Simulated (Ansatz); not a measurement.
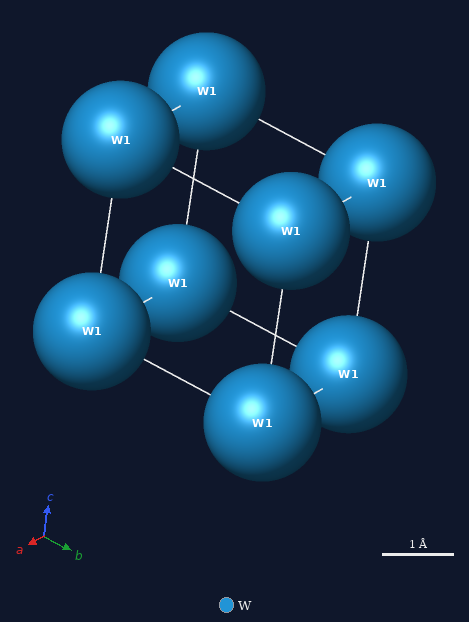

**Figure 1.** The structure (spheres-only view of the cell of the calculation, seen slightly off an axis; atoms are numbered from 1 in the order of the input).

**Single-point calculation of W**

- system: W (Im-3m, 1 atom in the cell)
- method: DFT LDA, scalar-relativistic, plane waves, PAW, no spin polarisation (Ansatz 0.2.0)

The structure derives from a Materials Project entry. Figures and captions count atoms from 1; the log counts them from 0 in places.

## Log
```
Engine: ansatz 0.2.0, x86_64-unknown-linux-gnu
Pseudopotentials: kind: paw
Pseudopotential: W, paw, valence charge 14, recommended cutoff 420 eV (normal), W.paw.azcp
Functional definition: SPW92
  exchange = slater_x
  correlation = pw_c
Crystal: 1 atoms, lattice volume = 15.932 Å³
Basis set: ecut = 420 eV, 321 PW (Γ)
Bands: 11, of which v1, the nominal top of the filled ones, is band 7 counted from 1 (6 counted from 0)
Symmetry: 48 space group operations
Space group: Im-3m (ITA 229), of the structure as read, at distance tolerance 2.5e-5 Å
k-points: 29 of 512
Non-local potential: W, projectors of the file, l = 0: 3, l = 1: 2, l = 2: 2, l = 3: 1
PAW form: soft (Blöchl's): semilocal exchange-correlation on the pseudo side does not see the compensation charge
PAW frozen core: W, regenerated for the run's functional, and the local potential with it (the file was generated under x = pbe(κ = 0.804, μ = 0.2195149727645171), c = pbe(β = 0.06672455060314922))
PAW one-centre angular grid: W, 590 points (default); XC on 64 Gauss nodes
Initial density: superposition of atomic densities (neutral atoms: chi_scale 0, normalization atom), corrected by the library's trained network
Initial wavefunctions: pseudopotential atomic-orbital guess
Functional: x = slater, c = lda
SCF iter   1: F=—  HF=-10129.829217 eV  |F-HF|=—  |Δ(HF+E_count)|=         —  Δρ=4.64e-3  dr2=2.44e-3  ethr=1.77e-3  ⟨swp⟩=5.0  Hψ=1689  notcnv=0
preconditioner: auto → none  [insulator: Δε(μ)=0.566 eV  Ē_g=8.965 eV  σ=0.100 eV  W_gap=1.00  n_scr=0 (ndim 8)  ℏωp=22.8 eV  f_vac=0.000  D(μ)=0.00/eV (n_scr^D=0)  ε∞_Penn≈7.5]
SCF iter   2: F=—  HF=-10129.828210 eV  |F-HF|=—  |Δ(HF+E_count)|=   1.01e-3  Δρ=1.97e-3  dr2=2.37e-4  ethr=1.74e-5  ⟨swp⟩=1.8  Hψ=611  notcnv=0
SCF iter   3: F=—  HF=-10129.828207 eV  |F-HF|=—  |Δ(HF+E_count)|=   2.89e-6  Δρ=5.01e-4  dr2=9.76e-6  ethr=1.69e-6  ⟨swp⟩=2.0  Hψ=379  notcnv=0
SCF iter   4: F=—  HF=-10129.828207 eV  |F-HF|=—  |Δ(HF+E_count)|=   5.49e-8  Δρ=3.25e-5  dr2=1.11e-7  ethr=6.97e-8  ⟨swp⟩=1.7  Hψ=410  notcnv=0
iter 5 did not close the SCF: its close was put off for the readings that it lacked (scf_convergence_deferred on its scf_iter line)
SCF iter   5: F=-10129.828207 eV  HF=-10129.828207 eV  |F-HF|=6.12e-9  |Δ(HF+E_count)|=   4.63e-8  Δρ=7.67e-6  dr2=7.20e-9  ethr=7.91e-10  ⟨swp⟩=2.0  Hψ=509  notcnv=0
SCF iter   6: F=-10129.828207 eV  HF=-10129.828207 eV  |F-HF|=2.11e-10  |Δ(HF+E_count)|=   3.27e-9  Δρ=1.40e-6  dr2=2.49e-10  ethr=5.14e-11  ⟨swp⟩=2.3  Hψ=1029  notcnv=0
SCF 1 converged in 6 iterations: F = -10129.828207 eV  dr2 = 2.49e-10
  greatest PAW one-centre occupation: 1.000 electrons in one spin orbital (limit 2), on the W atom at site 0 (counted from 0), in its partial waves of l = 0
```

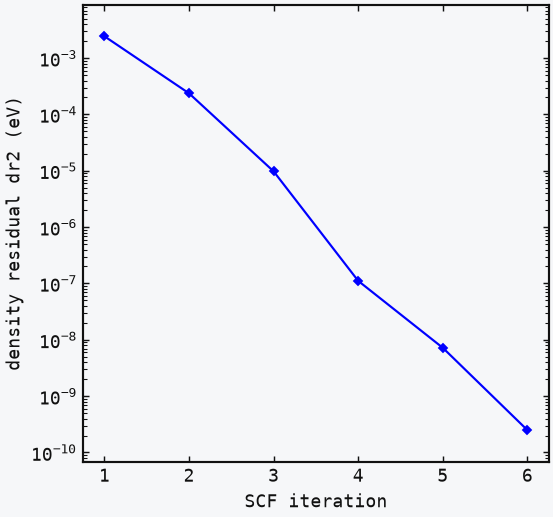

**Figure 2.** Convergence of the self-consistent field: density residual dr2 against the SCF iteration. The residual falls at every step.

```
SCF converged after 6 iterations
Free energy (F): -10129.828207 eV
Harris-Foulkes:  -10129.828207 eV  (|F-HF|=2.11e-10)
Internal energy: -10129.828205 eV  (E = F + TS)
E sigma→0 (E₀):  -10129.828206 eV
Entropy (-TS):   -0.000002 eV (-0.002 meV/atom)
Fermi energy:    21.895019 eV
--- Per-component energies (eV) ---
  E_band       = -87.935433
  E_kinetic    = 450.333347
  E_local      = -608.785787  (includes V_loc(G=0)·N_el)
  E_nonlocal   = 6.115163
  E_hartree    = 216.710697
  E_xc         = -265.041735
  E_vxc        = -238.937436  (∫ρ·V_xc dr)
  E_paw        = -8309.553821  (= ΣΔE_a)
  E_vpaw       = -130.082500  (= ΣTr[D̂ρ^β])
  E_aug_tail   = -0.000063  (compensation charges beyond the density's cutoff)
  E_ewald      = -1619.889159
  E_core_change = 0.283153  (= ΣΔE_core)
  E_smearing   = -0.000002  (= −TS)
  E_closure    = 0.000000  (closes the sum)
  Σ components = -10129.828207   (vs F -10129.828207, Δ=0.00e0)
--- Forces (eV/Å), atoms counted from 1 ---
  atom   1  W      0.00000000     0.00000000     0.00000000
  max |Σ_I F_I| component: 3.04e-31 eV/Å
--- Stress (GPa, compression-positive) ---
       -9.907442       0.000000       0.000000
       -0.000000      -9.907442      -0.000000
        0.000000       0.000000      -9.907442
  P = ⅓ Tr σ = -9.9074 GPa (-99.074 kbar)
--- Band table (eV; the first three rows and the last of 29) ---
  k-point 0: bands = ["-51.9761", "-15.5636", "-15.5636", "-15.5636", "12.5742", "20.8809", "20.8809", "20.8809", "24.2973", "24.2973", "36.7342"]
  k-point 1: bands = ["-51.9568", "-15.7636", "-15.6264", "-15.5646", "13.3024", "20.4627", "20.7443", "21.6027", "23.7724", "24.3182", "37.2625"]
  k-point 2: bands = ["-51.9100", "-16.2263", "-15.7750", "-15.5670", "14.9816", "19.5910", "20.2973", "23.6370", "23.6946", "24.4956", "36.9291"]
  k-point 28: bands = ["-51.7446", "-16.4569", "-16.4569", "-16.4569", "16.3321", "16.3321", "27.2337", "27.2337", "27.2337", "30.4151", "30.4151"]
```

This output came from the following input.

## The input
```yaml
crystal:
  lattice:
    - [-1.58515778, 1.58515778, 1.58515778]
    - [1.58515778, -1.58515778, 1.58515778]
    - [1.58515778, 1.58515778, -1.58515778]
  atoms:
    - { symbol: W, position: [0.0, 0.0, 0.0] }
basis:
  ecutwfc: 420
kpoints:
  mp_grid: { grid: [8, 8, 8] }
hamiltonian:
  xc: lda
scf:
  occupations: { method: gaussian, width: 0.1 }
output:
  forces: true
  stress: true
  eigenvalues: true
```

Command:
```bash
ansatz run input.yaml --threads 8 --pin off --max-ram 20480MiB --backend cpu --events-out ev --progress --plain --runs-dir out
```

## Key numbers

| quantity | value |
| --- | --- |
| outcome | converged |
| space group (tolerance 0.01 Å) | Im-3m (229) |
| electrons treated | 14 |
| free energy | −10129.8282 eV |
| Fermi energy | 21.895 eV |
| gap on the k-point mesh | none (metallic) |
| pressure | −9.91 GPa |
| largest force (length of the vector) | under 0.001 eV/Å |
| hardware | 8 threads of AMD EPYC (Zen 3), 189 GiB of memory available, shared host |
| wall time | 2 s (CPU time 1.5 s) |
| peak memory | 0.28 GiB |

## Notes

Spin–orbit coupling is left out, which matters for W. The cell is under a tension of 9.9 GPa at this level, so it is not at its equilibrium volume.
